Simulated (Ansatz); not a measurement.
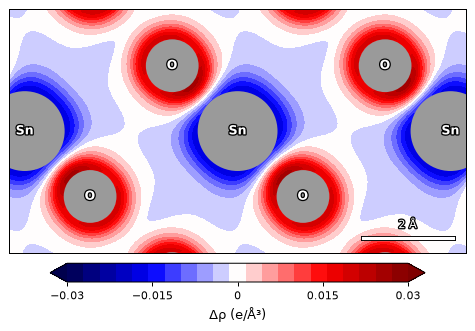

SnO₂: difference of two self-consistent densities at the same geometry, ρ(HSE06) − ρ(PBE), on the (001) plane of the conventional cell. Grey discs cover the cores, where the PAW densities can't be compared. Cores are masked to 0.9 Å (Sn) and 0.6 Å (O).

Space group P4_2/mnm.

Both runs: Ansatz, scalar-relativistic, plane waves and PAW, same cutoff, k-points and PAW files (made with PBE).

Question: How does the change of level move the electrons?

Answer: Against PBE, and outside the masked cores, the largest gain lies at the edge of the masked core of O, and the largest loss lies at the edge of the masked core of Sn.
Bader charges are Sn +2.51 and O −1.25 e with PBE and Sn +2.64 and O −1.32 e with HSE06.
At this volume the pressure is 11 GPa with PBE and roughly 2 GPa with HSE06.
The gap on the mesh is 1.28 eV with PBE and 3.04 eV with HSE06.

Run times: 4.9 min (HSE06) and 48 s (base cell), on 2 threads of Intel(R) Xeon(R) Platinum 8259CL CPU @ 2.50GHz (Skylake/Cascade Lake), on a shared host.
